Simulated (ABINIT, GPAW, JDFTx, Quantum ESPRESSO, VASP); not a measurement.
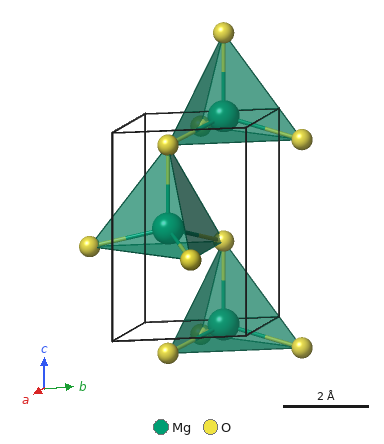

MgO, wurtzite, space group P6₃mc (No. 186), a = 3.308 Å, b = 3.308 Å, c = 4.983 Å, α = 90.00°, β = 90.00°, γ = 120.00° (11.80 Å³/atom). The figure gives a polyhedral picture of the atoms, viewed slightly off an axis. The wireframe shows the conventional unit cell. Some neighbours outside the box are added. The cell is a structure listed in the Materials Project. Other forms of this composition are known.

The cell was scaled uniformly, at fixed shape and fractional positions, in five programs or potential sets. Alike in all runs: functional PBE; k mesh 9 × 9 × 6 on the run's cell of 4 atoms; occupations fermi-dirac, width 0.05 eV; no spin polarisation; no spin-orbit coupling.

Energies from VASP (PBE potentials, release 64 Mg, O):

```tsv
volume (Å³/atom)	E − E(lowest point) (meV/atom)
11.096	35.58
11.332	20.09
11.568	9.30
11.804	2.74
12.040	0.00
12.276	0.72
12.512	4.59
```

> Fit a third-order Birch-Murnaghan equation of state to these points.

V0 = 12.11 Å³/atom, B0 = 117 GPa and B0′ = 4.1. V0 lies 2.6 % above the volume of the cell as given.

The same fit in all programs:

| program | V0 (Å³/atom) | B0 (GPa) | B0′ |
| --- | --- | --- | --- |
| VASP (PBE potentials, release 64 Mg, O) | 12.11 | 117 | 4.1 |
| ABINIT (JTH PAW PBE v2.0) | ? | ? | ? |
| GPAW (PAW data 1.2.1) | 12.16 | 116 | 4.0 |
| JDFTx (PseudoDojo 0.5 standard) | 12.12 | 115 | 4.0 |
| Quantum ESPRESSO (SSSP 1.3 efficiency) | 12.12 | 118 | 4.1 |

> Estimate the row of ABINIT (JTH PAW PBE v2.0).

V0 = 12.15 Å³/atom, B0 = 115 GPa and B0′ = 4.0. The other rows span 12.11 to 12.16 Å³/atom and 115 to 118 GPa.

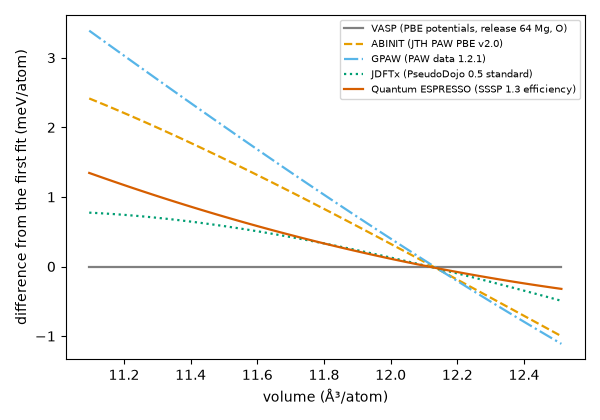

Each fitted curve, counted from its own minimum, less that of VASP (PBE potentials, release 64 Mg, O). With one functional throughout, the spread comes from potentials, basis sets and numerical settings; B0′ is uncertain by a few tenths over so narrow a range.

Caveat: the cell was scaled at fixed shape and fractional positions, which overstates the stiffness of a crystal with free parameters, most of all of layers and chains.
